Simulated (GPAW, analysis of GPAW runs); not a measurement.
# Charge-transition level of the As-vacancy pair (E centre) in Si (PBE) (GPAW)

How near does this set-up come to the measured charge-transition level? Subject: As-vacancy pair (E centre) in Si. Set-up: PBE, plane waves 500 eV, 32-site cell, PBE lattice, k: the zone centre alone, dielectric constants 11.7 and 11.7 (handbook). The model is a cell of 32 host atoms with 1 site emptied and As put on another atom's site. The level is the Fermi energy at which two charge states have equal formation energy, after a correction for the images of the charge.

**The experiment.** (0/-1) level below the conduction-band bottom: 0.47 eV, by DLTS (quoted in “E Center in Silicon Has a Donor Level in the Band Gap”, 2006, A. Nylandsted Larsen et al., quoting earlier work (2002)).

Main program and level: GPAW 26.7.0; GPAW plane-wave PAW DFT, PBE; relaxation of all atoms of a defect supercell.

**1. Starting point**

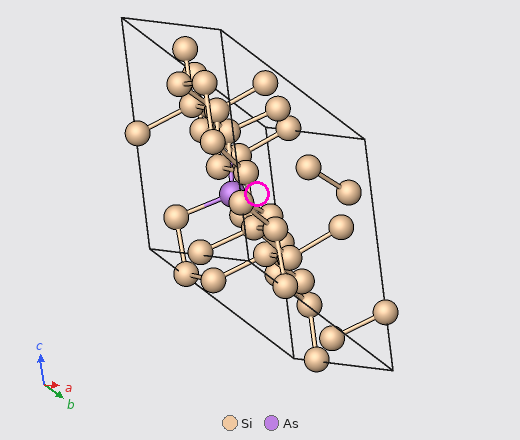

Start, viewed slightly off an axis; silicon light orange, arsenic purple. A ring marks the centre wherever it is empty. Some periodic images of atoms are drawn too.

The cell holds 31 atoms: 30 Si and 1 As. Cell: a = 9.483 Å, b = 9.483 Å, c = 9.483 Å, α = 109.5°, β = 109.5°, γ = 109.5°. It derives from Si (space group Fd-3m). Nearest the centre at fractional (0.500, 0.500, 0.500): Si31 at 2.28 Å, As22 at 2.36 Å, Si25 at 2.39 Å, Si26 at 2.48 Å, Si10 at 3.77 Å, Si6 at 3.86 Å, Si13 at 3.87 Å, Si7 at 3.88 Å.

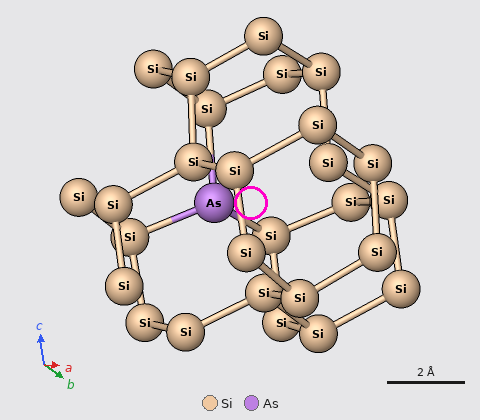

The atoms within 5 Å of the centre. A ring marks the centre wherever it is empty.

The host's primitive cell comes from a first run (GPAW plane-wave PAW DFT, PBE; relaxation of cell and atoms of a defect-free cell): vectors of 3.871, 3.871 and 3.871 Å. That is 20.51 Å³ an atom, 2.4 % over the diffraction cell's volume. The supercell is built on it.

**2. Relaxation, charge 0**

Every later number rests on the structure around the defect, so the atoms are relaxed at the host's lattice first.

run.py reads:

```python
import numpy as np
from ase.io import read, write
from ase.parallel import parprint, world
from gpaw import GPAW, PW
from ase.optimize import BFGS

atoms = read('POSCAR')
magmoms = np.zeros(len(atoms))
magmoms[[21, 30, 1, 6]] = 1 / 4
atoms.set_initial_magnetic_moments(magmoms)
calc = GPAW(mode=PW(500),
            xc='PBE',
            kpts={'size': (1, 1, 1), 'gamma': True},
            occupations={'name': 'fermi-dirac', 'width': 0.01, 'fixmagmom': True},
            nbands=71,
            convergence={'density': 1e-05, 'forces': 0.001},
            maxiter=150,
            symmetry='off',
            txt='gpaw.txt')
atoms.calc = calc
opt = BFGS(atoms, trajectory='relax.traj', logfile='-')
done = opt.run(fmax=0.02, steps=80)
parprint('Converged:', done)
energy = atoms.get_potential_energy()
forces = atoms.get_forces()
parprint(f'Energy: {energy:.6f} eV, largest force {np.linalg.norm(forces, axis=1).max():.4f} eV/A')
calc.write('gs.gpw')
write('final.xyz', atoms)
parprint('Moments:', atoms.get_magnetic_moments().round(3))
for s in range(calc.get_number_of_spins()):
    parprint('Levels (eV), spin', s, calc.get_eigenvalues(kpt=0, spin=s)[-16:].round(3))
field = calc.get_electrostatic_potential()
if world.rank == 0:
    np.save('potential.npy', field)
field = calc.get_pseudo_density()
if world.rank == 0:
    np.save('density.npy', field)
field = calc.get_pseudo_density(spin=0) - calc.get_pseudo_density(spin=1)
if world.rank == 0:
    np.save('spin.npy', field)
```

POSCAR reads:

```
Si As Si
 1.0000000000000000
    -5.4748449704608877    5.4748449704608877    5.4748449704608859
     5.4748449704608868   -5.4748449704608877    5.4748449704608859
     5.4748449704608841    5.4748449704608877   -5.4748449704608859
 Si  As  Si 
  21   1   9
Direct
  0.0143199362415811  0.0044901493275677  0.5021352736927731
 -0.0049102313178334  0.2359086704434626  0.2485353060499965
  0.0063863169933476  0.5016536663769058 -0.0087586438211525
  0.0141839575792064  0.7587684765187107  0.7625003208891487
  0.2443930979890615 -0.0137267702954577  0.2378004730145918
  0.2613519646694659  0.2622898441622349  0.0019354392013705
  0.2623953326155953  0.5114790119939433  0.7636953833389768
  0.2585323916242243  0.7603305201694772  0.5151710441973129
  0.5057723241948355  0.0072325769200436  0.0153410450812263
  0.5083961300783233  0.2622920475641112  0.7494859891159005
  0.5082496261470170  0.7537724060582661  0.2432995012327080
  0.7644283462179315  0.0038638524391121  0.7594703718625000
  0.7484295763130806  0.2489277808506817  0.4865325472070158
  0.7452670985549308  0.5037764177586498  0.2391140758613538
  0.7452471851495833  0.7543409234311623  0.0101082268529241
 -0.0093415558216385  0.0043558700543591  0.2537727834037412
 -0.0009823606071610  0.2561511836670841  0.0126900353682808
  0.0138510784067691  0.5022645616386301  0.7517765021158204
  0.0010973905644064  0.7371699190662189  0.4956067810166636
  0.2468496125153988 -0.0111945931489135  0.0036605626291222
  0.2654693909017645  0.2584071789534279  0.7584088498861101
  0.2467668229481114  0.4995912330006342  0.4864623230251700
  0.2576407418696823  0.7595544121727952  0.2653229941340641
  0.5001568827136509  0.0068463291044058  0.7414070150188281
  0.4847434747318373  0.2417658112254453  0.4943234655310569
  0.5067978574934511  0.5046858742664513  0.2425204029958393
  0.4921063935932863  0.7433785950894661 -0.0154327298223167
  0.7648010681514074  0.0112784357976983  0.5078421577081323
  0.7453983678664138  0.2601325888409247  0.2547778571205165
  0.7376263476345671  0.4879463578532731 -0.0133838542125598
  0.7345308829567873  0.7420631002572123  0.7429554367920220
```

Launch:

```console
OMP_NUM_THREADS=1 mpirun -n 4 gpaw python run.py > stdout
```

Log:

```text
__  _  _
 | _ |_)|_||  |
 |__||  | ||/\| - 26.7.0

Input parameters:
  mode=PW(ecut=500.0),
  convergence={'density': 1e-05, 'forces': 0.001},
  kpts=MonkhorstPack(size=(1, 1, 1), gamma=True),
  maxiter=150,
  nbands=71,
  occupations=Occupations(name='fermi-dirac', width=0.01, fixmagmom=True),
  symmetry=Symmetry(point_group=False, time_reversal=False),
  xc=XC(name='PBE')

Diagonalizing LCAO Hamiltonian
Converting LCAO to pw mode

             Si Si
                 Si
               Si Si        Si
                  Si  Si
                Si Sii
          Si             Si
               Si    Si  Si  Si
             Si        Si As
                 Si Si         Si
                  Si        Si Si   Si
                    SiSi         Si
                        Si

Atoms  # Å, Bohr magnetons
|    | symbol |         x |         y |         z |    initial magnetic moments |
|----|--------|-----------|-----------|-----------|-----------------------------|
|  0 |     Si |  2.695296 |  2.802929 | -2.646130 | ( 0.0000,  0.0000,  0.0000) |
|  1 |     Si |  2.679138 |  0.042246 | -0.096012 | ( 0.0000,  0.0000,  0.2500) |
|  2 |     Si |  2.663560 | -2.759464 |  2.829392 | ( 0.0000,  0.0000,  0.0000) |
|  3 |     Si |  8.251056 |  0.098086 |  0.057224 | ( 0.0000,  0.0000,  0.0000) |
|  4 |     Si | -0.111246 |  2.715087 | -0.039058 | ( 0.0000,  0.0000,  0.0000) |
|  5 |     Si |  0.015731 |  0.005461 |  2.856261 | ( 0.0000,  0.0000,  0.0000) |
|  6 |     Si |  5.544808 |  2.817419 |  0.055728 | ( 0.0000,  0.0000,  0.2500) |
|  7 |     Si |  5.567749 |  0.073215 |  2.757635 | ( 0.0000,  0.0000,  0.0000) |
|  8 |     Si | -2.645438 |  2.813418 |  2.724632 | ( 0.0000,  0.0000,  0.0000) |
|  9 |     Si |  2.755938 |  5.450701 |  0.116079 | ( 0.0000,  0.0000,  0.0000) |
| 10 |     Si |  2.676226 | -0.012172 |  5.577348 | ( 0.0000,  0.0000,  0.0000) |
| 11 |     Si | -0.005990 |  8.321955 |  0.048298 | ( 0.0000,  0.0000,  0.0000) |
| 12 |     Si | -0.071005 |  5.398385 |  2.796687 | ( 0.0000,  0.0000,  0.0000) |
| 13 |     Si | -0.013012 |  2.631237 |  5.529207 | ( 0.0000,  0.0000,  0.0000) |
| 14 |     Si |  0.105128 |  0.005554 |  8.154671 | ( 0.0000,  0.0000,  0.0000) |
| 15 |     Si |  1.464358 |  1.314375 | -1.416663 | ( 0.0000,  0.0000,  0.0000) |
[...]
| 21 |     As |  4.047480 |  1.279131 |  1.422889 | ( 0.0000,  0.0000,  0.2500) |
[...]
Unit cell  # Å
| periodic |         x |         y |         z |  lengths |     angles |
|----------|-----------|-----------|-----------|----------|------------|
|      yes | -5.474845 |  5.474845 |  5.474845 | 9.482710 | 109.471221 |
|      yes |  5.474845 | -5.474845 |  5.474845 | 9.482710 | 109.471221 |
|      yes |  5.474845 |  5.474845 | -5.474845 | 9.482710 | 109.471221 |

Number of symmetries: 1
Symmetry operations  # r_c * U_cc + t_c -> r_c
|   | kind |            matrix            |
|---|------|------------------------------|
| 0 |  E   |  1, 0, 0,  0, 1, 0,  0, 0, 1 |

BZ-sampling:
  Number of BZ points: 1
  Number of IBZ points: 1

  Monkhorst-Pack size: [1, 1, 1]
  Monkhorst-Pack shift: [0, 0, 0]

K-points  # in reciprocal-cell coordinates
|   |                                coordinates |     weight |
|---|--------------------------------------------|------------|
| 0 | (  0.00000000,   0.00000000,   0.00000000) | 1.00000000 |

Plane wave coefficients: 8364
Cutoff: 500.0 eV

Spin-components: 2 (collinear spins)
Bands:           71
Projectors:      155
Spin-degeneracy: 1
Datatype:        float64

Density:
  Valence electrons: 125.0
  Components: 2
  Grid points: [49 49 49]
  Charge: 0.0  # |e|

Potential:
  Grid points: [49 49 49]

species:
  Si:
    name:    Silicon
    Z:       14.0
    valence: 4
    core:    10
    charge:  0.0  # [|e|]
    compensation charges:
      type: gauss
      rc: 0.33  # [Å]
      lmax: 2
    cutoffs:
      filter: 1.86  # [Å]
      core: 2.06  # [Å]
    projectors
    | kind |    occ | energy [eV] | rcut [Å] |
    |------|--------|-------------|----------|
    |   3s |  2.000 |     -10.812 |    1.058 |
    |   3p |  2.000 |      -4.081 |    1.058 |
    |    s |        |      16.399 |    1.058 |
    |    p |        |      23.130 |    1.058 |
    |    d |        |       0.000 |    1.058 |

    Using partial waves for Si as LCAO basis

  As:
    name:    Arsenic
    Z:       33.0
    valence: 5
    core:    28
    charge:  0.0  # [|e|]
    compensation charges:
      type: gauss
      rc: 0.33  # [Å]
      lmax: 2
    cutoffs:
      filter: 1.87  # [Å]
      core: 2.96  # [Å]
    projectors
    | kind |    occ | energy [eV] | rcut [Å] |
    |------|--------|-------------|----------|
    |   4s |  2.000 |     -14.487 |    1.058 |
    |   4p |  3.000 |      -5.196 |    1.058 |
    |    s |        |      12.725 |    1.058 |
    |    p |        |      22.016 |    1.058 |
    |    d |        |       0.000 |    1.058 |

    Using partial waves for As as LCAO basis

Reference energy: -298093.301107  # eV

eigensolver:
  PPCG
  Converge bands: occupied
  niter=2

density mixing:
  MSR1-Mixer
  Pratt-step length: 0.05
  Maximum mixing coefficient: 0.75
  Old densities: 10
  SVD Regularization: 0.005
  Good broyden scale: 1.0
  Trust region scale: 1.0
  Backstep threshold: 4.0
  History deletion threshold: 6.0
  Fourier metric: weight=20.0, sigma=0.015

occupation numbers:
  Fixed magnetic moment: 1.000
  Fermi-Dirac:
    width: 0.0100  # eV

poisson solver:
  ecut: 4000.0  # eV

xc functional:
  name: PBE with 2 nearest neighbor stencil

Initialization done in: 2.887 s

convergence criteria:
- Maximum integral of absolute [dens]ity change: 1e-05 electrons / valence electron
- Maximum change in the atomic [forces] across last 2 cycles: 0.001 eV/Ang OR
Maximum error relative to the maximum force is below inf
- Maximum [total energy] change in last 3 cyles: 0.0005 eV / valence electron
- Maximum integral of absolute [eigenst]ate change: 4e-08 eV^2 / valence electron
maximum number of iterations: 150

SCF iterations
|iter     | |      energy | eigst |  dens |force |  magmom |
|---------|-|-------------|-------|-------|------|---------|
|iter:   1| | -158.672529 | -0.03 |       |      |  +0.9934|
|iter:   2| | -158.860008 | -1.94 | -0.78 |      |  +0.9937|
|iter:   3| | -185.453780 | -0.14 | -0.81 |      |  +0.9983|
|iter:   4| | -158.539289 | -0.26 | -0.74 |      |  +0.9972|
|iter:   5| | -158.037772 | -1.34 | -1.09 |      |  +0.9993|
|iter:   6| | -157.495693 | -2.24 | -1.36 |      |  +0.9996|
|iter:   7| | -157.499748 | -2.35 | -1.60 |      |  +1.0000|
[...]
Unit cell  # Å
| periodic |         x |         y |         z |  lengths |     angles |
|----------|-----------|-----------|-----------|----------|------------|
|      yes | -5.474845 |  5.474845 |  5.474845 | 9.482710 | 109.471221 |
|      yes |  5.474845 | -5.474845 |  5.474845 | 9.482710 | 109.471221 |
|      yes |  5.474845 |  5.474845 | -5.474845 | 9.482710 | 109.471221 |

Initialization done in: 1.176 s

convergence criteria:
- Maximum integral of absolute [dens]ity change: 1e-05 electrons / valence electron
- Maximum change in the atomic [forces] across last 2 cycles: 0.001 eV/Ang OR
Maximum error relative to the maximum force is below inf
- Maximum [total energy] change in last 3 cyles: 0.0005 eV / valence electron
- Maximum integral of absolute [eigenst]ate change: 4e-08 eV^2 / valence electron
maximum number of iterations: 150

SCF iterations
|iter     | |      energy | eigst |  dens |force |  magmom |
|---------|-|-------------|-------|-------|------|---------|
|iter:   1| | -160.358380c| -5.31 |       |      |  +1.0000|
|iter:   2| | -160.358372c| -6.97 | -3.55 |      |  +1.0000|
|iter:   3| | -160.358355c| -6.55 | -3.60 |      |  +1.0000|
[...]
|iter:   7| | -160.358355c| -8.03c| -4.59 |      |  +1.0000|
|iter:   8| | -160.358355c| -8.49c| -4.80 |      |  +1.0000|
|iter:   9| | -160.358355c| -8.75c| -4.98 |      |  +1.0000|
|iter:  10| | -160.358355c| -8.87c| -5.14c|-1.92 |  +1.0000|
|iter:  11| | -160.358355c| -9.17c| -5.44c|-3.84c|  +1.0000|

Converged in 11 steps
SCF loop duration: 18.206 s (1.655 s/step)
Energy contributions relative to reference atoms: (reference = -298093.301107)

Energy contributions:
  Kinetic:         188.392114
  Coulomb:        -166.355631
  Zero:             -0.323986
  External:          0.000000
  Xc:             -182.070821
  Entropy:          -0.000062
  Spinorbit:         0.000000
  ----------------------------
  Free energy:    -160.358386
  Extrapolated:   -160.358355

dipole moment: (1.128420, -0.561945, -92.882248)  # |e|*Ang

Total magnetic moment: (0.000000, 0.000000, 1.000000)

Local magnetic moments
|        x |        y |         z |
|----------|----------|-----------|
[...]
Fermi levels: 5.486, 5.350
Eigenvalues  # (at kpt = [0.000, 0.000, 0.000])
| band index |      eig [eV] | occ [0-1] |      eig [eV] | occ [0-1] |
|------------|---------------|-----------|---------------|-----------|
[...]
|        ... |               |           |               |           |
[...]
Gap: 0.159 eV
Transition (v -> c):
  (s=0, k=0, n=62, [0.00, 0.00, 0.00]) -> (s=0, k=0, n=63, [0.00, 0.00, 0.00])
No difference between direct/indirect transitions

Forces  # eV/Ang
|        x |        y |        z |
|----------|----------|----------|
[...]
Si Si
                 Si
               Si Si        Si
                   Si Si
          Si    Si  Si
                    SSi  Si
                Si        Si Si
             Si        Si As
                 Si  Si        Si
                  Si  Si    Si  Si  Si
                    Si           Si
                        Si

Atoms  # Å, Bohr magnetons
|    | symbol |         x |         y |         z |    initial magnetic moments |
|----|--------|-----------|-----------|-----------|-----------------------------|
[...]
| 21 |     As |  3.892646 |  1.559731 |  1.634954 | ( 0.0000,  0.0000,  0.0105) |
[...]
| 23 |     Si |  1.349203 |  6.828148 | -1.357364 | ( 0.0000,  0.0000,  0.0050) |
| 24 |     Si |  1.389124 |  4.072258 |  1.399554 | ( 0.0000,  0.0000, -0.0145) |
| 25 |     Si |  1.344896 |  1.431556 |  4.081419 | ( 0.0000,  0.0000,  0.0646) |
| 26 |     Si |  1.386273 | -1.382354 |  6.821364 | ( 0.0000,  0.0000,  0.0019) |
| 27 |     Si | -1.381824 |  6.847225 |  1.396989 | ( 0.0000,  0.0000,  0.0007) |
| 28 |     Si | -1.344649 |  4.141394 |  4.130364 | ( 0.0000,  0.0000,  0.0086) |
| 29 |     Si | -1.381432 |  1.375534 |  6.888460 | ( 0.0000,  0.0000,  0.0105) |
| 30 |     Si |  4.099821 |  4.152908 |  4.096899 | ( 0.0000,  0.0000,  0.0715) |

Unit cell  # Å
| periodic |         x |         y |         z |  lengths |     angles |
|----------|-----------|-----------|-----------|----------|------------|
|      yes | -5.474845 |  5.474845 |  5.474845 | 9.482710 | 109.471221 |
|      yes |  5.474845 | -5.474845 |  5.474845 | 9.482710 | 109.471221 |
|      yes |  5.474845 |  5.474845 | -5.474845 | 9.482710 | 109.471221 |

Initialization done in: 1.178 s

convergence criteria:
- Maximum integral of absolute [dens]ity change: 1e-05 electrons / valence electron
- Maximum change in the atomic [forces] across last 2 cycles: 0.001 eV/Ang OR
Maximum error relative to the maximum force is below inf
- Maximum [total energy] change in last 3 cyles: 0.0005 eV / valence electron
- Maximum integral of absolute [eigenst]ate change: 4e-08 eV^2 / valence electron
maximum number of iterations: 150

SCF iterations
|iter     | |      energy | eigst |  dens |force |  magmom |
|---------|-|-------------|-------|-------|------|---------|
|iter:   1| | -160.358472c| -5.41 |       |      |  +1.0000|
|iter:   2| | -160.358468c| -7.09 | -3.62 |      |  +1.0000|
|iter:   3| | -160.358456c| -6.74 | -3.67 |      |  +1.0000|
|iter:   4| | -160.358455c| -7.60c| -3.90 |      |  +1.0000|
|iter:   5| | -160.358455c| -7.49c| -4.14 |      |  +1.0000|
|iter:   6| | -160.358455c| -7.75c| -4.43 |      |  +1.0000|
|iter:   7| | -160.358455c| -8.24c| -4.71 |      |  +1.0000|
|iter:   8| | -160.358455c| -8.73c| -4.92 |      |  +1.0000|
|iter:   9| | -160.358455c| -9.00c| -5.15c|-1.99 |  +1.0000|
|iter:  10| | -160.358455c| -9.31c| -5.34c|-3.60c|  +1.0000|

Converged in 10 steps
SCF loop duration: 16.471 s (1.647 s/step)
Energy contributions relative to reference atoms: (reference = -298093.301107)

Energy contributions:
  Kinetic:         188.361229
  Coulomb:        -166.330777
  Zero:             -0.323969
  External:          0.000000
  Xc:             -182.064907
  Entropy:          -0.000061
  Spinorbit:         0.000000
  ----------------------------
  Free energy:    -160.358486
  Extrapolated:   -160.358455

dipole moment: (1.094559, -0.553538, -92.863403)  # |e|*Ang

Total magnetic moment: (0.000000, 0.000000, 1.000000)

Local magnetic moments
|        x |        y |         z |
|----------|----------|-----------|
[...]
Fermi levels: 5.486, 5.350
Eigenvalues  # (at kpt = [0.000, 0.000, 0.000])
| band index |      eig [eV] | occ [0-1] |      eig [eV] | occ [0-1] |
|------------|---------------|-----------|---------------|-----------|
[...]
|        ... |               |           |               |           |
[...]
|         63 |         5.566 |     0.000 |         5.612 |     0.000 |
|         64 |         5.684 |     0.000 |         5.713 |     0.000 |
|         65 |         5.687 |     0.000 |         5.722 |     0.000 |
|         66 |         5.695 |     0.000 |         5.735 |     0.000 |
|         67 |         5.868 |     0.000 |         5.918 |     0.000 |
|         68 |         5.919 |     0.000 |         5.988 |     0.000 |
|         69 |         5.957 |     0.000 |         6.031 |     0.000 |
|         70 |         7.018 |     0.000 |         7.045 |     0.000 |

Gap: 0.160 eV
Transition (v -> c):
  (s=0, k=0, n=62, [0.00, 0.00, 0.00]) -> (s=0, k=0, n=63, [0.00, 0.00, 0.00])
No difference between direct/indirect transitions

Forces  # eV/Ang
|        x |        y |        z |
|----------|----------|----------|
[...]
| -0.00671 | -0.00161 |  0.00676 |  # Si  23
|  0.00365 | -0.00954 |  0.00353 |  # Si  24
| -0.00422 | -0.00045 | -0.00394 |  # Si  25
|  0.00362 |  0.00071 |  0.00845 |  # Si  26
| -0.00112 |  0.00440 | -0.00640 |  # Si  27
| -0.00129 |  0.00502 |  0.00908 |  # Si  28
| -0.00591 |  0.00195 |  0.00711 |  # Si  29
| -0.01430 | -0.00766 |  0.00051 |  # Si  30

# Writing to gs.gpw (mode='')
```

Run time: 15 min. Hardware: 4 MPI ranks of Arm Neoverse V1, shared host; peak memory 1.4 GiB; 61 min of CPU time.

The run converged, but on settings that a careful run would not use, so its numbers are not the defect's.

(Continued in part 2 of 2.)

[Logs are printed without paths, hosts, clocks, repeated set-up lines and the standing remarks that a program may print on its own settings, such as how far it seeks lower states.]

[Hosts, paths, dates, database ids (printed as entryN), source tags and the programs' standing remarks are cut or masked in the printed files.]

[For some hosts the program warned that the k-mesh of the response run may be too coarse for force constants and the static dielectric constant; such warnings are not shown here.]
